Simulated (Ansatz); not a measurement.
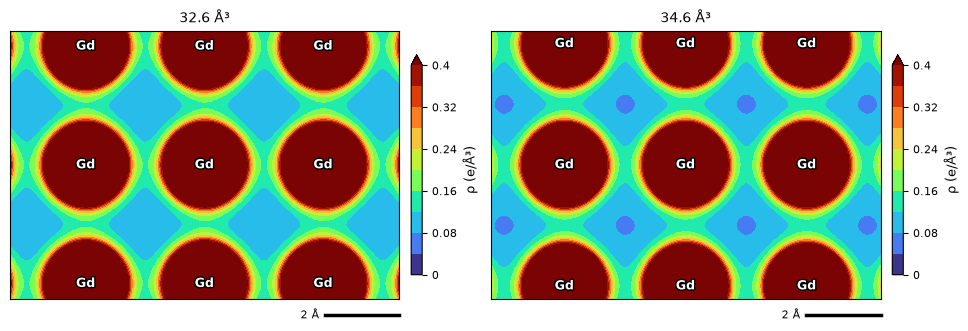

Gd. The valence pseudo-density of cells scaled evenly to different volumes (given per atom above each panel), on the (001) plane of each (indices in the axes of the cell below), at one length scale and on one colour scale.

A generated structure, not necessarily the stable one; spin-polarised.

The calculation used DFT, PBE, PAW with Ansatz's default frozen-core files, scalar-relativistic (Ansatz).

The largest cell:

```
Gd
1.0
     3.26020    0.00000    0.00000
     0.00000    3.26020    0.00000
     0.00000    0.00000    3.26020
Gd
1
Direct
  0.00000 0.00000 0.00000
```

| volume (Å³/atom) | Gd–Gd contact in the plane (Å) | ρ at its midpoint (e/Å³) | pressure (GPa) | largest moment (μB) | 
| --- | --- | --- | --- | --- |
| 32.59 | 3.194 | 0.155 | 1.8 | 7.48 | 
| 33.61 | 3.227 | ? | ? | ? | 
| 34.65 | 3.260 | 0.142 | 0.0 | 7.49 | 

Question: What values belong in the row with question marks?

Answer: Over the known rows ln ρ falls by 1.33 per Å of Gd–Gd distance (the line through the two), which gives 0.148 e/Å³ at 3.227 Å; the calculation gives 0.148 e/Å³. For the pressure, a straight line in volume between the neighbouring rows gives 0.9 GPa; the calculation gives 0.9. For the largest moment, a straight line in volume between the neighbouring rows gives 7.48 μB; the calculation gives 7.49.
